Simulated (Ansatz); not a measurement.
**AlNi: density, localisation and related maps**

The calculation's input:

```
crystal:
  lattice:
    - [2.881, 0.0, 0.0]
    - [0.0, 2.881, 0.0]
    - [0.0, 0.0, 2.881]
  atoms:
    - { symbol: Ni, position: [0.5, 0.5, 0.5], spin: 1.0 }
    - { symbol: Al, position: [0.0, 0.0, 0.0] }
hamiltonian:
  xc:
    exchange: hjs_pbesol
    correlation: pbesol
    exx: { coeff: 0.25, omega: 0.207 }
  pseudopotentials: { kind: paw }
magnetization:
  spin_polarized: true
kpoints:
  mp_grid: { grid: [5, 5, 5] }
scf:
  occupations: { method: fermi_dirac, width: 0.05 }
output:
  forces: true
  stress: true
  eigenvalues: true
  write_density: true
  write_potential: true
  elf: true
  volumetric_format: npy
relax:
  f_tol: 0.01
  max_steps: 40
  cell: { stress_tol: 0.05 }
```

Command:

```sh
ansatz run input.yaml --threads 2 --pin off --max-ram 5632MiB --backend cpu --events-out ev --progress --plain --runs-dir out
```

Below, planes, directions and counts refer to the conventional cell (a = 2.85 Å, b = 2.85 Å, c = 2.85 Å, α = 90.00°, β = 90.00°, γ = 90.00°).

The fields are those of the relaxed geometry.

Space group Pm-3m; spin-polarised.

Method: Kohn-Sham DFT of a periodic cell, HSEsol, Ansatz PAW (Ansatz 0.2.0).

Core electrons are frozen (PAW), and the valence fields are smoothed inside the atomic spheres.

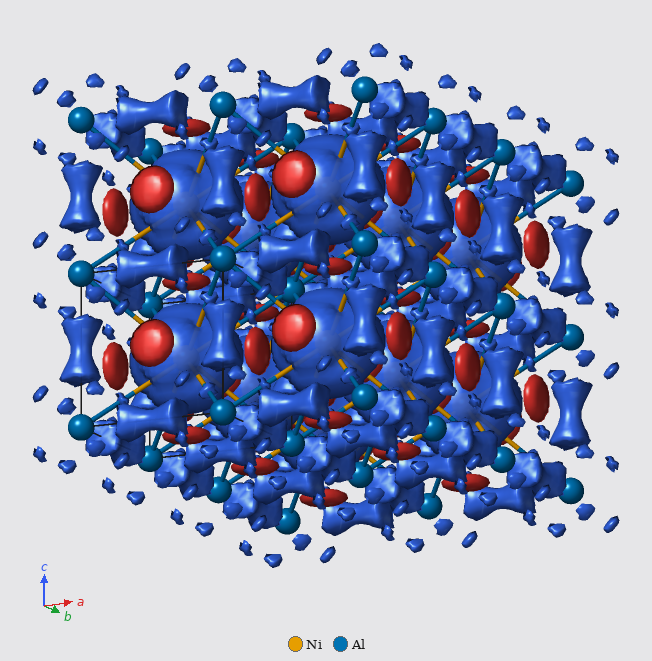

Figure 1. Isosurfaces of the magnetisation density (up minus down) at +0.005 (blue) and −0.005 e/Å³ (red), seen at an oblique angle. Sticks mark near contacts.

Q: Describe the spin distribution.

A: The spin density sits on Ni: +0.4 μB in one cell of 2 atoms: parallel main moments, as they must be, since the calculation's own cell holds one magnetic site. The cell of the calculation (2 atoms) carries 0.4 μB of net spin moment.

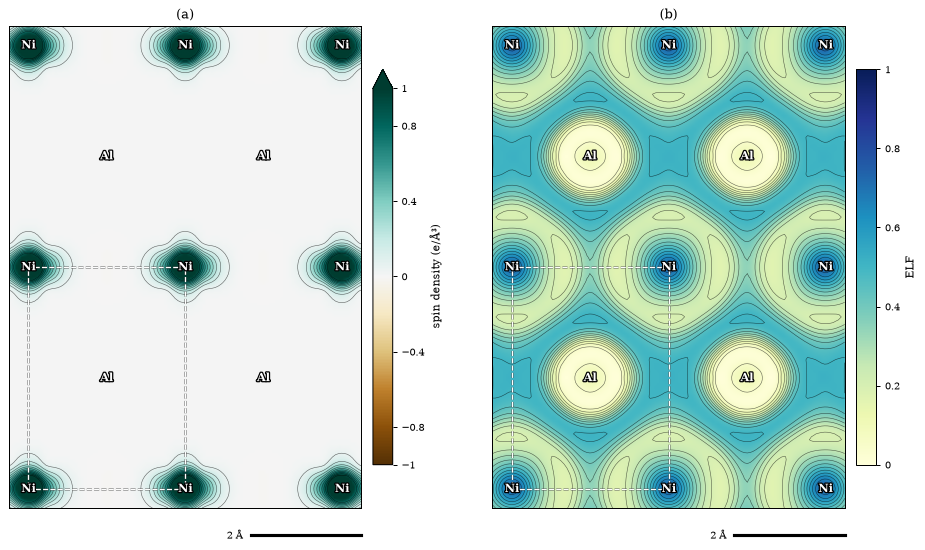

Figure 2. (a) magnetisation density (up minus down); (b) electron localisation function on the (11̄0) plane of the conventional cell.

Q: Interpret the plot.

A:
- The section cuts through Ni and Al sites.
- Al–Ni (2.46 Å): the ELF is about 0.40 at the midpoint.
- The features right at Ni lie inside the PAW spheres, where the map follows smoothed inner orbitals and isn't to be read closely.

Q: Does the calculation give a band gap?

A: It is metallic or semimetallic at this level of theory: no gap opens.
